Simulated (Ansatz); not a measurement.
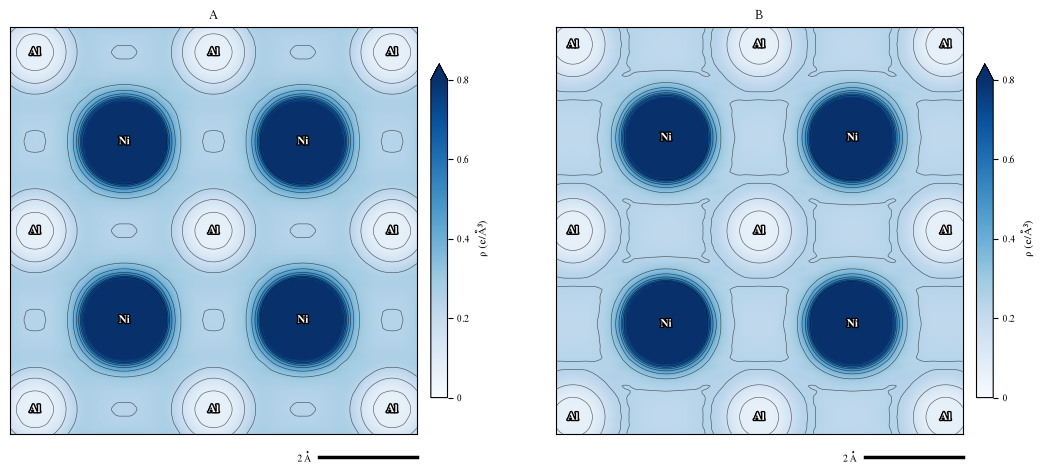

AlNi₃. The valence electron density of two cells that differ in size and shape, on the (110) plane of each (indices in the axes of the calculation cell), at one length scale and on one colour scale: B has 10.9 Å³ an atom and A 10.0.

Space group I4/mmm; a structure from a database of computed crystals, not necessarily the ambient phase; computed without spin polarisation.

Level of theory: Ansatz, DFT PBEsol, scalar-relativistic, plane waves, PAW.

In a PAW calculation such maps are meaningful between the atoms, not at the nuclei.

The larger cell:

```xyz
4
Lattice="0.0000 2.6865 3.0223 2.6865 0.0000 3.0223 2.6865 2.6865 0.0000" Properties=species:S:1:pos:R:3 pbc="T T T"
Al    2.6865    2.6865    3.0223
Ni    1.3432    1.3432    1.5111
Ni    0.0000    0.0000    0.0000
Ni    4.0297    4.0297    4.5334
```

The smaller cell: a = 3.970 Å, b = 3.970 Å, c = 3.641 Å, α = 62.71°, β = 62.71°, γ = 54.59°.

Question: What changes from the larger cell to the smaller?

Answer: From the larger cell to the smaller, Al–Ni goes from 2.69 to 2.57 Å, and the density at its midpoint from 0.26 to 0.29 e/Å³; the pressure goes from 1.0 to 22 GPa.
